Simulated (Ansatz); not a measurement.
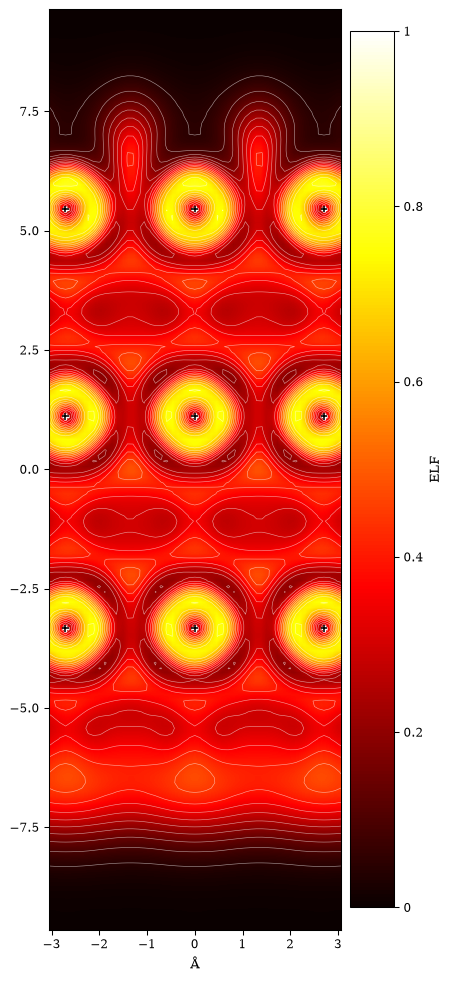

The ELF on a plane through atoms (crosses mark nuclei in the plane).

Theory: DFT PBEsol, scalar-relativistic, plane waves, PAW (Ansatz).

Candidates:
A. Nb, a = 3.27 Å, b = 3.27 Å, c = 3.27 Å, α = 90.00°, β = 90.00°, γ = 90.00°. Space group Im-3m; computed without spin polarisation.
B. Mo (slab), a = 2.71 Å, b = 2.71 Å, c = 26.06 Å, α = 90.00°, β = 90.00°, γ = 109.47°. Computed without spin polarisation.
C. C, a = 3.55 Å, b = 3.55 Å, c = 3.55 Å, α = 90.00°, β = 90.00°, γ = 90.00°. Space group Fd-3m.

Q: Which candidate gave the map?

A: Candidate B: Mo on the (010) plane of the calculation cell, a cut from vacuum to vacuum, which holds Mo. Mo–Mo (2.71 Å): the ELF is about 0.30 at the midpoint (no localised pair shows between them).
